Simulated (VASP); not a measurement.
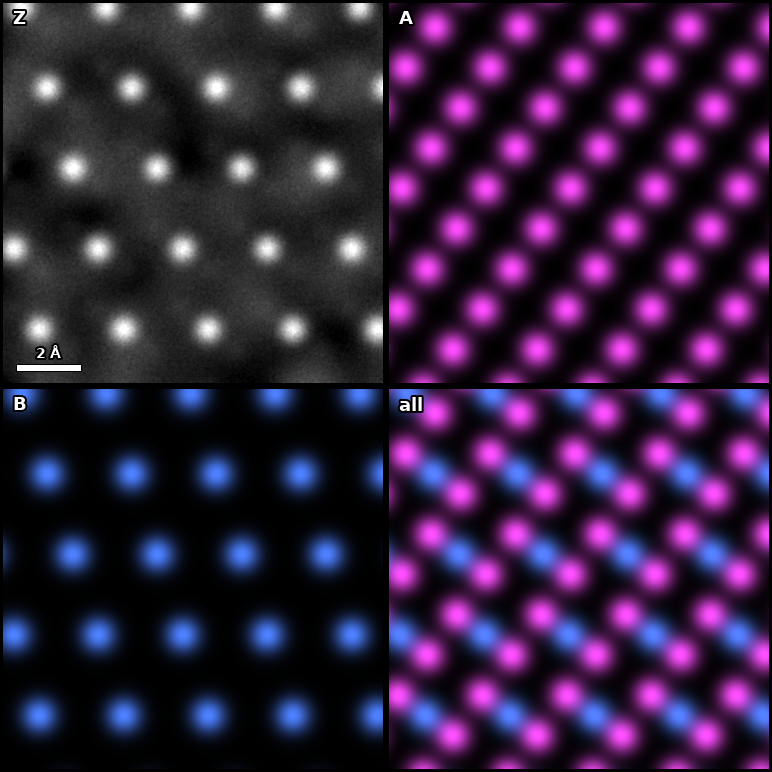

CuO (Cccm, No. 66) along [101]. Panel Z: Simulation: incoherent imaging, intensity Z^1.7 per atom, probe width 0.63 Å, thin sample. The probe carries 15 % of its weight in a tail 2.5 times as wide. The display is stretched by a gamma of 0.8; percentages refer to the linear signal. Shot noise and the speckle of an amorphous layer were added. The other panels are simulated element maps (the number of atoms of one element along the beam, blurred by 0.9 Å; each on its own scale, no channelling); the last overlays them. Structure used: a cell listed in the Materials Project, as set up for an electronic-structure calculation.

```cif
data_structure
_symmetry_space_group_name_H-M 'P 1'
_symmetry_Int_Tables_number 1
_cell_length_a 3.9819
_cell_length_b 4.3071
_cell_length_c 5.1559
_cell_angle_alpha 90.000
_cell_angle_beta 90.000
_cell_angle_gamma 90.000
_cell_volume 88.43
loop_
_atom_site_label
_atom_site_type_symbol
_atom_site_fract_x
_atom_site_fract_y
_atom_site_fract_z
_atom_site_occupancy
Cu1 Cu 0.25000 0.75000 0.50000 1
Cu2 Cu 0.25000 0.25000 0.00000 1
O1 O 0.50000 0.00000 0.75000 1
O2 O 0.50000 0.00000 0.25000 1
Cu3 Cu 0.75000 0.25000 0.50000 1
Cu4 Cu 0.75000 0.75000 0.00000 1
O3 O 0.00000 0.50000 0.75000 1
O4 O 0.00000 0.50000 0.25000 1
```

Question: Which element does each lettered map show?

Answer: A: O, B: Cu. The projected cell (2.67 × 2.67 Å, 108°) holds 3 columns: 2 of O and 1 of Cu. No column is shared by two of the mapped elements.
